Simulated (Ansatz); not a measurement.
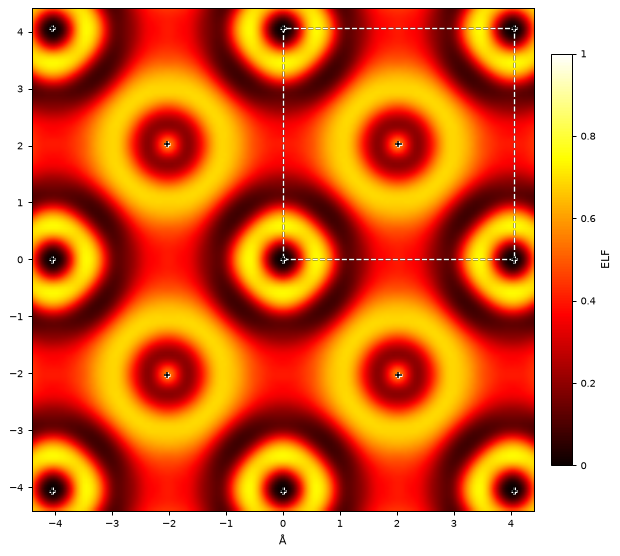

The electron localisation function on a plane through atoms (crosses mark nuclei in the plane).

Theory: Ansatz, DFT r2SCAN, scalar-relativistic, plane waves, PAW.

Candidates:
A. BP, a = 3.21 Å, b = 3.21 Å, c = 5.56 Å, α = 73.22°, β = 73.22°, γ = 60.00°. Space group F-43m.
B. WC, a = 3.24 Å, b = 3.24 Å, c = 4.15 Å, α = 90.00°, β = 90.00°, γ = 90.00°. Space group I4/mmm; a structure from a database of computed crystals, not necessarily the ambient phase; changed on purpose from its base cell (strain +0.050 along x and y, -0.050 along z, atoms carried along); computed pressure about −8 GPa in this cell.
C. Ta3Si, a = 4.06 Å, b = 4.06 Å, c = 4.06 Å, α = 90.00°, β = 90.00°, γ = 90.00°. Space group Pm-3m; started from the Cu3Au (L1_2)_221 prototype, which need not be the ambient phase; computed without spin polarisation.

Which candidate gave the map?

Answer. Candidate C: Ta3Si on the (001) plane of the conventional cell, which holds Ta and Si. Ta–Si (2.87 Å): the ELF peaks at about 0.70 in the valence shell of Si, 1.0 Å from its nucleus, and is about 0.30 at the midpoint.
